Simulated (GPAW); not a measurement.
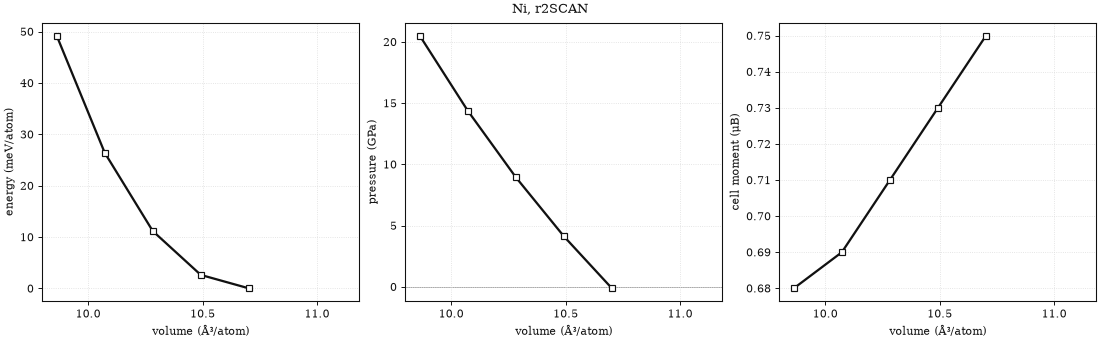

The figure shows the energy, pressure and cell moment against volume for Ni, space group Fm-3m (No. 225).

The given structure:
```yaml
crystal:
  lattice:
    - [0.00000, 1.73757, 1.73757]
    - [1.73757, 0.00000, 1.73757]
    - [1.73757, 1.73757, 0.00000]
  atoms:
    - { symbol: Ni, position: [0.00000, 0.00000, 0.00000] }
```

Calculation (GPAW 26.7.0): PAW DFT in plane waves, on a grid or in atomic orbitals, collinear spins; energies at scaled volumes of the given cell, shape and fractions fixed, counted from the fit's minimum, third-order Birch-Murnaghan fit. Level: r2SCAN, collinear spin.

| setting | value |
| --- | --- |
| k mesh | 13×13×13 |
| occupations | Fermi–Dirac |
| smearing width | 0.05 eV |
| potentials | GPAW PAW data sets (gpaw data 1.2.1) |
| wave cutoff | 600 eV |
| program settings | basis pw |

The points at volume 10.91 Å³/atom and 11.12 Å³/atom are left out of the plot. What values does the calculation give there?

```
volume (Å³/atom)  energy (meV/atom)  pressure (GPa)  cell moment (μB)
           10.91               2.62           -3.95              0.77
           11.12              10.04           -7.37              0.79
```

Note: nickel data set pressure off other codes.
